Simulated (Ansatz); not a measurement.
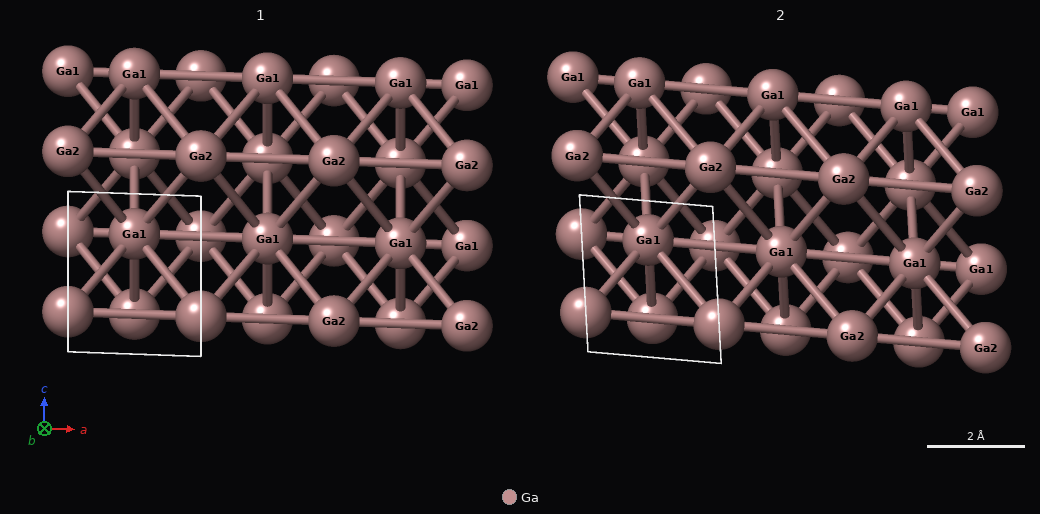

Two geometries of a crystal of Ga (set up in C2/c), drawn at one scale. One is the start of a relaxation, the other its converged end. Style: ball-and-stick. Shown: the conventional cell (2 times the calculation's cell), repeated 3 × 1 × 2 with one cell outlined, along the b axis. Lengths and directions refer to the drawn axes.

All numbers below come from Kohn-Sham DFT of a periodic cell, PBEsol0, Ansatz PAW in Ansatz 0.2.0. (plane-wave cutoff 420 eV; k-point mesh 5 × 5 × 4; occupations fermi-dirac; smearing width 0.05 eV; no spin polarisation; cell and atoms relaxed; force threshold 0.01 eV/Å; at most 40 steps)

> Which geometry has the lower energy?

Structure 2 is the relaxed one. The run lets cell and atoms move. Over 7 accepted moves (8 points after the start) the energy falls by 46.1 meV per atom. Largest force component: 0.4 eV/Å at the start, 0.00036 eV/Å at the end. Pressure: −2.77 GPa at the start and −0.01 GPa at the end. The SCF was repeated once at an unchanged geometry on a basis and grid sized afresh for the cell, which shifted the energy by 0.7 meV per atom at most. The largest moves relative to the cell, 0.050 Å, are those of Ga1 and Ga2. Ga2 goes along +b. Cell: a 2.766 → 2.779 Å (+0.5 %), b 8.053 → 7.808 Å (−3.0 %), c 3.332 → 3.266 Å (−2.0 %), β 92.0° → 98.1°. Volume −5.4 %. Near-neighbour distances that change, for instance: Ga1–Ga2 2.863 → 2.654 Å, Ga1–Ga2 (another image) 2.920 → 2.886 Å, Ga1–Ga1 2.766 → 2.779 Å, Ga1–Ga2 (another image) 2.688 → 2.697 Å. The space group stays C2/c (No. 15).

Limits of the set-up: the k-point mesh is coarse for a cell with partly filled bands.
